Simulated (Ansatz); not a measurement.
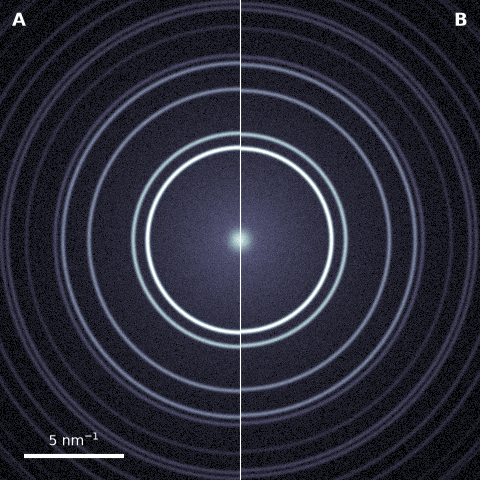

Simulated electron diffraction rings at 300 kV (λ = 0.0197 Å), scale in nm⁻¹ (radius = 1/d), for a fine-grained powder without texture. Kinematic intensities with B = 0.8 Å² for all atoms, without multiple scattering; brightness goes as intensity to the power 0.4, clipped at the top, with counting noise. Reflections closer than the ring width show as one ring. The left and right halves show two different samples, each scaled to its strongest ring.

Both are Ru in Fm-3m, with cells of different size. Origins: A, the input geometry of an electronic-structure calculation (not necessarily at equilibrium); the starting structure was generated, so it need not be a known form of this composition; B, the geometry relaxed with Ansatz, DFT, m-r2SCAN, plane waves (500 eV) with PAW, scalar-relativistic; the starting structure was generated, so it need not be a known form of this composition.

**Which half has the larger cell, and by how much?**

Half B: the volume of B is 3.1 % larger than that of A, and a larger cell draws the rings inwards on average.
A: a = 3.747 Å, b = 3.747 Å, c = 3.747 Å, α = 90.00°, β = 90.00°, γ = 90.00°; 111 at 4.62 nm⁻¹ (d = 2.16 Å), 200 at 5.34 nm⁻¹ (d = 1.874 Å), 220 at 7.55 nm⁻¹ (d = 1.325 Å), 311 at 8.85 nm⁻¹ (d = 1.130 Å).
B: a = 3.786 Å, b = 3.786 Å, c = 3.786 Å, α = 90.00°, β = 90.00°, γ = 90.00°; 111 at 4.58 nm⁻¹ (d = 2.19 Å), 200 at 5.28 nm⁻¹ (d = 1.893 Å), 220 at 7.47 nm⁻¹ (d = 1.338 Å), 311 at 8.76 nm⁻¹ (d = 1.141 Å).
